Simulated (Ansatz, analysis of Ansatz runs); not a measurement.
# Substitutional B in diamond: charge-transition level against experiment, part 2 of 2

Aim: the charge-transition level of substitutional B in diamond, to be set beside the measurement. Set-up: r2SCAN, 64-site cell, r2SCAN lattice, 500 eV, k: the single point 1/4 1/4 1/4 then 2x2x2 shifted 0.5 0.5 0.5. The model is a cell of 64 host atoms with 1 C taken out and 1 B put in. The level is the Fermi energy at which two charge states have equal formation energy, after a correction for the images of the charge. A meta-GGA costs about twice a GGA and mends lattice constants and part of the gap.

Ansatz 0.2.0; r2SCAN, 64-site cell, r2SCAN lattice, 500 eV, k: the single point 1/4 1/4 1/4 then 2x2x2 shifted 0.5 0.5 0.5.

So far: The structure; Relaxation, charge 0.

## Step 2: Relaxation, charge 0 (continued)

Level of this step: plane-wave PAW DFT, r2SCAN; relaxation of all atoms of a defect supercell (Ansatz).

The steps of the relaxation:

```
step  energy less that of the first step (eV)  largest force component (eV/Å)
   1                                   0.0000                          3.5503
   2                                  -3.3337                          1.7205
   3                                  -3.9343                          1.2470
   4                                  -3.9768                          0.2607
   5                                  -3.9793                          0.0681
   6                                  -3.9799                          0.0526
   7                                  -3.9812                          0.1085
   8                                  -3.9819                          0.0836
   9                                  -3.9826                          0.0198
  10                                  -3.9826                          0.0198
```

The atoms that moved most (Å, from the sites as typed, ahead of the random displacement, the mean shift of all atoms taken out):

```
atom      dx      dy      dz  length
 C42   0.037  -0.030   0.036   0.060
 C49   0.035   0.013  -0.018   0.041
 C27  -0.017   0.013   0.034   0.041
  C4  -0.019  -0.025  -0.019   0.036
  B8  -0.017   0.015  -0.017   0.029
 C14  -0.010   0.012   0.006   0.017
 C38   0.006   0.012  -0.009   0.016
  C7  -0.010  -0.002  -0.006   0.012
```

Neighbours of B8 at the end:

```
atom  distance (Å)
  C4         1.567
 C27         1.571
 C49         1.572
 C42         1.630
  C6         2.502
 C23         2.503
 C21         2.503
  C5         2.522
  C7         2.522
 C31         2.526
 C53         2.526
 C14         2.528
 C38         2.529
 C15         2.535
 C37         2.535
 C46         2.543
```

Numbers from this step:

- free energy: -16003.1539 eV
- total moment: 1 μB
- integral of the absolute spin density: 1.112 μB
- spin contamination: 8.87e-4

The relaxation ends 62 meV an atom lower than the displaced start, with a largest force component of 0.020 eV/Å.

## Step 3: Relaxation, charge −1

The input displaces the atoms at random before the relaxation, so that it can leave a symmetric saddle if there is one.

Input file relax1/input.yaml:

```yaml
relax:
  f_tol: 0.02
  max_steps: 80
  random_displacement: { amplitude: 0.05, seed: 252 }
crystal:
  lattice:
    - [7.12053983, 0.0, 0.0]
    - [0.0, 7.12053983, 0.0]
    - [0.0, 0.0, 7.12053983]
  atoms:
    - { symbol: C, position: [0.0, 0.0, 0.25] }
    - { symbol: C, position: [0.0, 0.25, 0.0] }
[... 1 atom line left out ...]
    - { symbol: C, position: [0.25, 0.25, 0.25] }
[... 3 atom lines left out ...]
    - { symbol: B, position: [0.375, 0.375, 0.375] }
[... 5 atom lines left out ...]
    - { symbol: C, position: [0.125, 0.375, 0.625] }
[... 6 atom lines left out ...]
    - { symbol: C, position: [0.125, 0.625, 0.375] }
[... 1 atom line left out ...]
    - { symbol: C, position: [0.375, 0.625, 0.125] }
[... 3 atom lines left out ...]
    - { symbol: C, position: [0.25, 0.5, 0.5] }
[... 3 atom lines left out ...]
    - { symbol: C, position: [0.375, 0.625, 0.625] }
[... 6 atom lines left out ...]
    - { symbol: C, position: [0.625, 0.375, 0.125] }
[... 3 atom lines left out ...]
    - { symbol: C, position: [0.5, 0.25, 0.5] }
[... 3 atom lines left out ...]
    - { symbol: C, position: [0.625, 0.375, 0.625] }
[... 2 atom lines left out ...]
    - { symbol: C, position: [0.5, 0.5, 0.25] }
[... 3 atom lines left out ...]
    - { symbol: C, position: [0.625, 0.625, 0.375] }
[... 10 atom lines left out ...]
    - { symbol: C, position: [0.875, 0.875, 0.875] }
  host:
    repeats: [2, 2, 2]
    atoms:
      - { symbol: C, position: [0.0, 0.0, 0.5] }
      - { symbol: C, position: [0.0, 0.5, 0.0] }
      # ... 6 more atoms of the perfect host
total_charge: -1
basis:
  ecutwfc: 500
  xc_grid: 2
hamiltonian:
  xc: r2scan
kpoints:
  mp_grid: { grid: [1, 1, 1], shift: [0.25, 0.25, 0.25] }
scf:
  occupations: { method: fermi_dirac, width: 0.01 }
  max_iter: 120
output:
  forces: true
  charged_corrections:
    epsilon: 5.88
    static_epsilon: 5.88
    defect_position: [0.375, 0.375, 0.375]
checkpoint:
  write: "../relax1.run"
  compress: false
  write_wavefunctions: true
  write_every: 100000
```

The run is started by

```sh
ansatz run input.yaml --threads 2 --pin off --max-ram 3768MiB --backend cpu --events-out ev --progress --plain --runs-dir out
```

Numbers of over 12 decimals in the logs are rounded to 6 here.

Output:

```text
[...]
Crystal: 64 atoms, lattice volume = 361.026 Å³
Basis set: ecut = 500 eV, 9093 PW (Γ), exchange–correlation on 108×108×108 points (8 copies of the dense FFT grid, shifted against one another)
Bands: 192, of which v1, the nominal top of the filled ones, is band 128 counted from 1 (127 counted from 0)
Symmetry: 1 space group operations
k-points: 1
[...]
SCF iter   1: F=—  HF=-15984.215430 eV  |F-HF|=—  |Δ(HF+E_count)|=         —  Δρ=1.04e-2  dr2=2.97e-1  dr2_τ=1.29e1  ethr=1.77e-3  ⟨swp⟩=6.0  Hψ=836  notcnv=0  defer=20
[...]
SCF iter   6: F=-15986.037535 eV  HF=-15986.037535 eV  |F-HF|=2.21e-9  |Δ(HF+E_count)|=   3.87e-8  Δρ=9.12e-6  dr2=2.07e-7  dr2_τ=5.85e-8  ethr=1.90e-9  ⟨swp⟩=2.0  Hψ=485  notcnv=0
SCF 1 converged in 6 iterations: F = -15986.037535 eV  dr2 = 2.07e-7
[...]
F+E_penalty+E_count = -15990.16532878 eV   max|allowed force component| = 1.302e-2 eV/Å
  atoms:
    - { symbol: C, position: [-0.000999, 6.520204946596026e-5, 0.250072] }
    - { symbol: C, position: [-0.000941, 0.250978, -0.000845] }
    [... 1 atom left out ...]
    - { symbol: C, position: [0.246691, 0.247695, 0.246772] }
[...]
- { symbol: B, position: [0.374930, 0.375967, 0.375039] }
[...]
- { symbol: C, position: [0.124023, 0.626385, 0.376122] }
    [... 1 atom left out ...]
    - { symbol: C, position: [0.376033, 0.626366, 0.124135] }
[...]
- { symbol: C, position: [0.246347, 0.503343, 0.502420] }
[...]
- { symbol: C, position: [0.373299, 0.626201, 0.625306] }
[...]
- { symbol: C, position: [0.502333, 0.247396, 0.502396] }
    [... 3 atoms left out ...]
    - { symbol: C, position: [0.625183, 0.374306, 0.625275] }
    [... 2 atoms left out ...]
    - { symbol: C, position: [0.502327, 0.503333, 0.246448] }
    [... 3 atoms left out ...]
    - { symbol: C, position: [0.625184, 0.626204, 0.373399] }
    [... 11 atoms left out ...]
[key lines of the parts left out:]
SCF converged after 2 iterations
Free energy (F): -15990.165329 eV
Fermi energy:    15.716398 eV
```

Elapsed: 38 s, on 2 threads of Intel Xeon Platinum 8375C at 2.90GHz (Ice Lake), shared host; peak memory 0.93 GiB; 73 s of CPU time.

Step by step:

```
step  energy less that of the first step (eV)  largest force component (eV/Å)
   1                                   0.0000                          3.6911
   2                                  -3.4481                          1.8183
   3                                  -4.1261                          0.1213
   4                                  -4.1267                          0.0811
   5                                  -4.1278                          0.0130
   6                                  -4.1278                          0.0130
```

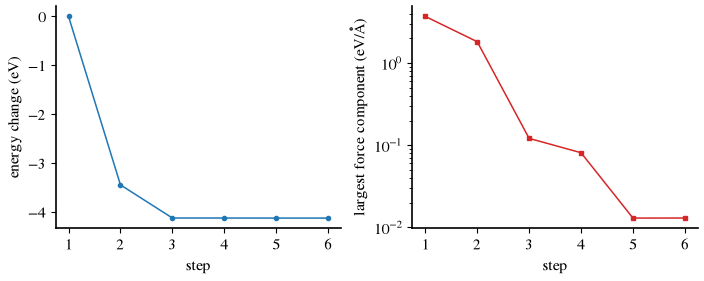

Energy and largest force along the relaxation.

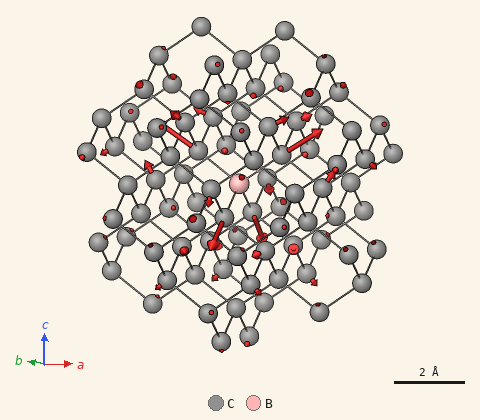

Displacements in the relaxation from the typed sites near the centre, exaggerated, the mean shift taken out; the longest in the cell stands for 0.04 Å.

The atoms that moved most (Å, from the sites as typed, ahead of the random displacement, the mean shift of all atoms taken out):

```
atom      dx      dy      dz  length
 C27  -0.023   0.019   0.019   0.036
  C4  -0.021  -0.021  -0.021   0.036
 C49   0.019   0.019  -0.023   0.036
 C42   0.019  -0.023   0.019   0.036
 C21  -0.004   0.006   0.010   0.012
 C23   0.010   0.005  -0.004   0.012
 C14  -0.004   0.010   0.005   0.012
 C15   0.010  -0.004   0.005   0.012
```

Neighbours of B8 at the end:

```
atom  distance (Å)
 C42         1.576
 C27         1.576
 C49         1.576
  C4         1.582
 C46         2.520
 C53         2.520
 C31         2.520
 C23         2.524
 C37         2.524
 C15         2.524
 C14         2.524
 C21         2.524
 C38         2.524
  C6         2.524
  C5         2.525
  C7         2.525
```

This step gave:

```
free energy : -15990.1653 eV
```

The relaxation ends 64 meV an atom lower than the displaced start, with a largest force component of 0.013 eV/Å.

## Step 4: Single point, charge 0

The relaxed structure is kept, and the final numbers are taken at the final level and k-points.

This step: plane-wave PAW DFT, r2SCAN; single point of a defect supercell.

Input file point0/input.yaml:

```yaml
crystal:
  lattice:
    - [7.12053983, 0.0, 0.0]
    - [0.0, 7.12053983, 0.0]
    - [0.0, 0.0, 7.12053983]
  atoms:
    - { symbol: C, position: [-0.000743592, -0.000232347, 0.250213676] }
    - { symbol: C, position: [-0.000843875, 0.250722287, -0.000794499] }
[... 1 atom line left out ...]
    - { symbol: C, position: [0.246963492, 0.247159547, 0.247013245] }
    - { symbol: C, position: [0.12369917, 0.125357583, 0.373310641] }
[... 1 atom line left out ...]
    - { symbol: C, position: [0.37319728, 0.125366103, 0.123809607] }
    - { symbol: B, position: [0.372143996, 0.377721121, 0.372329344] }
[... 6 atom lines left out ...]
    - { symbol: C, position: [0.374425538, 0.126243014, 0.624334929] }
[... 11 atom lines left out ...]
    - { symbol: C, position: [0.247143534, 0.502462582, 0.504532232] }
[... 3 atom lines left out ...]
    - { symbol: C, position: [0.373302694, 0.626433479, 0.62523994] }
[... 5 atom lines left out ...]
    - { symbol: C, position: [0.624245404, 0.126258703, 0.37457893] }
[... 4 atom lines left out ...]
    - { symbol: C, position: [0.504761719, 0.246360994, 0.504737884] }
[... 3 atom lines left out ...]
    - { symbol: C, position: [0.624685945, 0.375078725, 0.624761392] }
[... 2 atom lines left out ...]
    - { symbol: C, position: [0.504530753, 0.502443557, 0.247229238] }
[... 3 atom lines left out ...]
    - { symbol: C, position: [0.625114191, 0.626393864, 0.373421625] }
[... 10 atom lines left out ...]
    - { symbol: C, position: [0.874353927, 0.875891081, 0.874443283] }
  host:
    repeats: [2, 2, 2]
    atoms:
      - { symbol: C, position: [0.0, 0.0, 0.5] }
      - { symbol: C, position: [0.0, 0.5, 0.0] }
      # ... 6 more atoms of the perfect host
basis:
  ecutwfc: 500
  xc_grid: 2
hamiltonian:
  xc: r2scan
kpoints:
  mp_grid: { grid: [2, 2, 2], shift: [0.5, 0.5, 0.5] }
magnetization:
  spin_polarized: true
  initial_magnetization: 1
  spin_locking: { lock_magnetization: hard }
scf:
  occupations: { method: fermi_dirac, width: 0.01 }
  max_iter: 120
output:
  forces: true
  charged_corrections:
    epsilon: 5.88
    static_epsilon: 5.88
    defect_position: [0.375, 0.375, 0.375]
  eigenvalues: true
checkpoint:
  read: "../relax0.run"
  write: "../point0.run"
  compress: false
  write_wavefunctions: true
  write_every: 100000
```

Output:

```text
[...]
Crystal: 64 atoms, lattice volume = 361.026 Å³
Basis set: ecut = 500 eV, 9093 PW (Γ), exchange–correlation on 108×108×108 points (8 copies of the dense FFT grid, shifted against one another)
Bands: 192, of which v1, the nominal top of the filled ones, is band 128 counted from 1 (127 counted from 0)
Symmetry: 1 space group operations
[...]
k-points: 4 of 8 (time reversal used)
[...]
Stability of the state it starts from, as read at its close in the collinear treatment: not read, because the mixer in use, unlike msr1, does not test its closes by its own steps (another_mixer); its run was given moments
Starting moments: Σ|m| = 1 μB on 64 of 64 sites; this step starts from the density that it was given
[...]
atom   1  C     -0.04115407     0.02888528    -0.14269291
  atom   2  C      0.02759094    -0.11332993     0.01452283
  [... 1 atom left out ...]
  atom   4  C     -0.12086022    -0.20411400    -0.17234300
  atom   5  C      0.04235478     0.00160533     0.09613732
  [... 1 atom left out ...]
  atom   7  C      0.05133791    -0.00787092     0.06035825
  atom   8  B      0.34306977    -0.08716823     0.41090407
  [... 6 atoms left out ...]
  atom  15  C      0.21540338    -0.13259343     0.13708797
  [... 11 atoms left out ...]
  atom  27  C     -0.13785600     0.16551761    -0.30789610
  [... 9 atoms left out ...]
  atom  37  C      0.12314462    -0.14399272     0.21453356
  [... 4 atoms left out ...]
  atom  42  C     -0.34931175     0.06456769    -0.34482007
  [... 3 atoms left out ...]
  atom  46  C      0.03443820     0.06574487     0.06185295
  [... 2 atoms left out ...]
  atom  49  C     -0.28321464     0.18338783    -0.20507045
  [... 15 atoms left out ...]
  max |Σ_I F_I| component: 7.17e-3 eV/Å
--- Band table (eV; the first three rows and the last of 8) ---
[...]
[... further k-points left out ...]
[key lines of the parts left out:]
SCF converged after 11 iterations
Magnetization: 1.0000 μB (128.0000 up, 127.0000 down)
Free energy (F): -16003.078553 eV
Fermi energy:    12.888676 (↑ 15.758300, ↓ 12.812908) eV
```

Elapsed: 77 s, on 2 threads; peak memory 1.6 GiB; 2.5 min of CPU time.

In the SCF lines HF is the Harris–Foulkes energy and dr2 the Hartree energy of the density residual, in eV; the loop may stop once dr2 is under the threshold and the program's other checks hold. Hψ counts applications of the Hamiltonian.

This step gave:

```yaml
free_energy: -16003.0786 eV
smearing_term_ts: 0.004431 eV
total_moment: 1 μB
integral_of_the_absolute_spin_density: 1.025 μB
spin_contamination: 4.28e-4
```

## Step 5: Single point, charge −1

This step: plane-wave PAW DFT, r2SCAN; single point of a defect supercell.

Input file point1/input.yaml:

```yaml
crystal:
  lattice:
    - [7.12053983, 0.0, 0.0]
    - [0.0, 7.12053983, 0.0]
    - [0.0, 0.0, 7.12053983]
  atoms:
    - { symbol: C, position: [-0.000999433, 6.5202e-05, 0.250072024] }
    - { symbol: C, position: [-0.000941212, 0.250978051, -0.000845322] }
[... 1 atom line left out ...]
    - { symbol: C, position: [0.246691281, 0.247695249, 0.246772216] }
    - { symbol: C, position: [0.124226466, 0.125275588, 0.37350235] }
    - { symbol: C, position: [0.124282539, 0.374426145, 0.124349772] }
    - { symbol: C, position: [0.373409787, 0.125271118, 0.124332323] }
    - { symbol: B, position: [0.374930478, 0.37596653, 0.3750388] }
[... 6 atom lines left out ...]
    - { symbol: C, position: [0.376011015, 0.125043964, 0.625431879] }
[... 11 atom lines left out ...]
    - { symbol: C, position: [0.246346666, 0.503342731, 0.50241958] }
[... 9 atom lines left out ...]
    - { symbol: C, position: [0.625337495, 0.125067061, 0.376104789] }
    - { symbol: C, position: [0.625348459, 0.377013468, 0.124125412] }
[... 3 atom lines left out ...]
    - { symbol: C, position: [0.502333054, 0.247395685, 0.502396477] }
[... 3 atom lines left out ...]
    - { symbol: C, position: [0.625183431, 0.374306462, 0.625274932] }
[... 2 atom lines left out ...]
    - { symbol: C, position: [0.5023267, 0.503332696, 0.246448268] }
[... 14 atom lines left out ...]
    - { symbol: C, position: [0.874700991, 0.875719751, 0.874825508] }
  host:
    repeats: [2, 2, 2]
    atoms:
      - { symbol: C, position: [0.0, 0.0, 0.5] }
      - { symbol: C, position: [0.0, 0.5, 0.0] }
      # ... 6 more atoms of the perfect host
total_charge: -1
basis:
  ecutwfc: 500
  xc_grid: 2
hamiltonian:
  xc: r2scan
kpoints:
  mp_grid: { grid: [2, 2, 2], shift: [0.5, 0.5, 0.5] }
scf:
  occupations: { method: fermi_dirac, width: 0.01 }
  max_iter: 120
output:
  forces: true
  charged_corrections:
    epsilon: 5.88
    static_epsilon: 5.88
    defect_position: [0.375, 0.375, 0.375]
  eigenvalues: true
checkpoint:
  read: "../relax1.run"
  write: "../point1.run"
  compress: false
  write_wavefunctions: true
  write_every: 100000
```

Output:

```text
[...]
Crystal: 64 atoms, lattice volume = 361.026 Å³
Basis set: ecut = 500 eV, 9093 PW (Γ), exchange–correlation on 108×108×108 points (8 copies of the dense FFT grid, shifted against one another)
Bands: 192, of which v1, the nominal top of the filled ones, is band 128 counted from 1 (127 counted from 0)
Symmetry: 1 space group operations
[...]
k-points: 4 of 8 (time reversal used)
[...]
SCF iter   6: F=-15990.149903 eV  HF=-15990.149903 eV  |F-HF|=3.27e-10  |Δ(HF+E_count)|=   1.43e-7  Δρ=2.14e-6  dr2=1.15e-8  dr2_τ=1.50e-9  ethr=3.91e-11  ⟨swp⟩=9.5  Hψ=2812  notcnv=0
SCF 1 converged in 6 iterations: F = -15990.149903 eV  dr2 = 1.15e-8
[...]
SCF converged after 6 iterations
Free energy (F): -15990.149903 eV
[...]
Internal energy: -15990.149903 eV  (E = F + TS)
E sigma→0 (E₀):  -15990.149903 eV
Fermi energy:    15.747264 eV
[...]
--- Forces (eV/Å), atoms counted from 1 ---
  atom   1  C      0.05238554     0.04514105     0.05217545
  atom   2  C      0.04496392     0.05412705     0.04089947
  [... 1 atom left out ...]
  atom   4  C      0.07446625     0.07708289     0.07849535
  atom   5  C     -0.07214769    -0.07428565    -0.04743032
  [... 1 atom left out ...]
  atom   7  C     -0.04627823    -0.07769258    -0.07396671
  atom   8  B     -0.12429565    -0.12607527    -0.12776670
  [... 6 atoms left out ...]
  atom  15  C     -0.05546815    -0.04462407    -0.07582346
  [... 11 atoms left out ...]
  atom  27  C      0.10510463     0.08853248     0.08958377
  [... 9 atoms left out ...]
  atom  37  C     -0.07727277    -0.05254018    -0.05944113
  [... 4 atoms left out ...]
  atom  42  C      0.08226978     0.09755828     0.09335947
  [... 3 atoms left out ...]
  atom  46  C     -0.03921099    -0.06766065    -0.04323294
  [... 2 atoms left out ...]
  atom  49  C      0.08659631     0.08893759     0.10551278
  [... 15 atoms left out ...]
  max |Σ_I F_I| component: 5.55e-3 eV/Å
--- Charged-cell corrections in eV (Makov–Payne, q = -1.000 e, ε = 5.880) ---
[...]
E_corr1          = +0.487906  (monopole, q²α_M/2εL)
[...]
--- Band table (eV) ---
[...]
[... further k-points left out ...]
```

It took 29 s on 2 threads; peak memory 1.4 GiB; 56 s of CPU time.

Numbers from this step:

```yaml
free_energy: -15990.1499 eV
```

## Step 6: Charge-transition levels

A charged cell feels its images and has its own zero of potential; this step corrects both and places the level between the host's band edges.

This step: place-levels on r2SCAN runs: charge-transition levels with image-charge correction and potential alignment at the atomic sites.

Input file levels.yaml:

```yaml
host:
  run: host.point.run
states: [point0.run, point1.run]
geometry_from:
  point0.run: relax0.run
  point1.run: relax1.run
  host.point.run: host.relax.run
```

The run is started by

```sh
ansatz place-levels levels.yaml -- --threads 2 --pin off --max-ram 3768MiB
```

Output:

```text
(0/-1) 0.058 eV beneath the valence edge, in the valence band
  edges by r2scan, gap 4.310 eV; the host is sampled to repeats of 20.14 Å
  the defect's cells are sampled to repeats of 20.14 Å, like sampling
  charge 0: +0.000 eV for its dipole among its images, +0.000 omitted
  states[0] (point0.run): levels filled in part (TS 0.004 eV): its energy is of no whole electron's
  charge -1: -15989.6990 eV with its correction of +0.451 eV, at epsilon 5.88, aligned at sites: +0.0370 eV, mean over 35 atomic sites at or beyond 3.56 Å from the host's site at [0.3751, 0.3751, 0.3751] by the defect at [0.3750, 0.3750, 0.3750], with [...]
  of states[0] (point0.run): its alignment with the host at atomic sites is doubtful: the mean over the far sites moves by +0.0581 eV from their farther parts to their nearer, more than 0.05 eV. [...]
  of states[1] (point1.run): how wide its charge is, is not read beside other atoms or cores, and a band state would take no correction. [...]
```

Run time: 0.16 s. Hardware: 2 threads.

Numbers from this step:

```yaml
gap: 4.310 eV
```

## Step 7: Results

* static dielectric constant used: 5.9
* band gap of the host: 4.31 eV
* (0/-1) level above the valence-band top: -0.06 eV
* time of the whole chain: 5.1 min on 2 threads

**Reading.** (0/-1) level above the valence-band top: computed -0.06 eV, measured 0.368 eV; 0.43 eV below the measurement. The computed level lies at or beyond a band edge, so this set-up gives no level clear of the bands. The level is counted in a gap of 4.31 eV, and the correction is screened by a dielectric constant of 5.9 from a linear-response run on the host (PBEsol). The bound state has a long tail, so in cells of 64 to 216 sites the impurity band still disperses by tenths of an eV and the level moves with cell and k-points. Levels hang on the band edges, which semilocal functionals place too close together. Limits: the periodic copies of the defect are only 7.1 Å apart.

[Logs are printed without paths, hosts, clocks, repeated set-up lines and the standing remarks that a program may print on its own settings, such as how far it seeks lower states.]

[Hosts, paths, dates, database ids (printed as entryN), source tags and the programs' standing remarks are cut or masked in the printed files.]

[For some hosts the program warned that the k-mesh of the response run may be too coarse for force constants and the static dielectric constant; such warnings are not shown here.]
